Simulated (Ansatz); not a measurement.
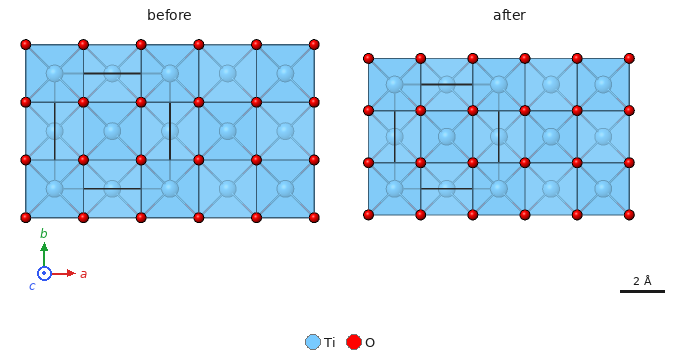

The structure of crystalline TiO₂ (built on the fluorite type) before (left) and after (right) a relaxation, at one scale.

The picture is a polyhedral view of the conventional cell (4 times the calculation's cell), repeated 2 × 1 × 1 with one cell outlined, seen along the c axis. Lengths and directions refer to the drawn axes.

These are results of DFT, PBE, plane waves, PAW (Ansatz 0.2.0), not measurements. (plane-wave cutoff 420 eV; k-point mesh 8 × 8 × 8; occupations fermi dirac; smearing width 0.02 eV; no spin polarisation; cell and atoms relaxed; force threshold 0.005 eV/Å)

### Summarise the run.

After 5 accepted moves (7 points after the start) the energy has fallen by 528 meV per atom. All forces vanish by symmetry, so only the cell relaxes. Pressure: −38.88 GPa at the start and 0.00 GPa at the end. At 2 points the geometry stayed and the basis and grid were re-selected for the new cell (energy shift of 4.0 meV per atom at most each time). No atom moves by more than 0.005 Å relative to the cell. The volume changes by −26.1 %, with a = b = c 5.342 → 4.830 Å (−9.6 %). Among the contacts that change: O–Ti 2.313 → 2.091 Å. The space group stays Fm-3m (No. 225). Cost: 4.5 s on 2 threads of Arm Neoverse V1, with other jobs on the host, peak memory 0.31 GiB.
